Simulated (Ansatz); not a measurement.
```
Ti Al
1.0
    -5.76802   -1.92267    4.31140
    -1.92267    5.76802   -4.31140
     1.92267   -5.76802   -4.31140
Ti Al
5 16
Direct
  0.37603 0.61097 0.81986
  0.02259 0.04330 0.03422
  0.19899 0.81124 0.41106
  0.80809 0.18806 0.61173
  0.59033 0.40298 0.17917
  0.81077 0.74746 0.16300
  0.38342 0.05973 0.27126
  0.58732 0.95180 0.73579
  0.19931 0.31124 0.91111
  0.01553 0.48642 0.47467
  0.69908 0.06128 0.16122
  0.32437 0.46606 0.37644
  0.50982 0.28161 0.75621
  0.07459 0.65190 0.94136
  0.88888 0.84601 0.57071
  0.48921 0.75092 0.26031
  0.10898 0.16172 0.47157
  0.28948 0.96198 0.85214
  0.90923 0.37047 0.06058
  0.70022 0.43196 0.53169
  0.69907 0.69085 0.79038
```

Computed without spin polarisation.

The calculation used DFT PBE, scalar-relativistic, plane waves, PAW (Ansatz 0.2.0).

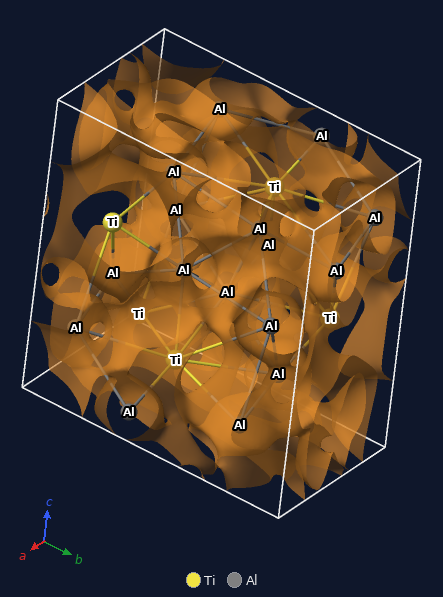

Ti5Al16 (cell with a defect). Isosurface of the electron localisation function at 0.55 (orange), seen slightly off an axis. Only the valence region is drawn (cores and ρ < 0.01 e/Å³ removed). Sticks mark near contacts.

Core electrons are frozen (PAW), and the valence fields are smoothed inside the atomic spheres.

Identify the bonds, lone pairs and shells in this picture.

Answer. At this value the surface marks out one network that runs through the whole crystal, counted in one cell of 21 atoms. Any copies at cell faces, edges or corners count once. Profiles from the grid: Al–Al (2.24 Å): the ELF peaks at about 0.75 between the atoms. Ti–Al (2.38 Å): the ELF is about 0.30 at the midpoint.

Metal or insulator at this level of theory?

Answer. It is metallic or semimetallic at this level of theory: no gap opens.
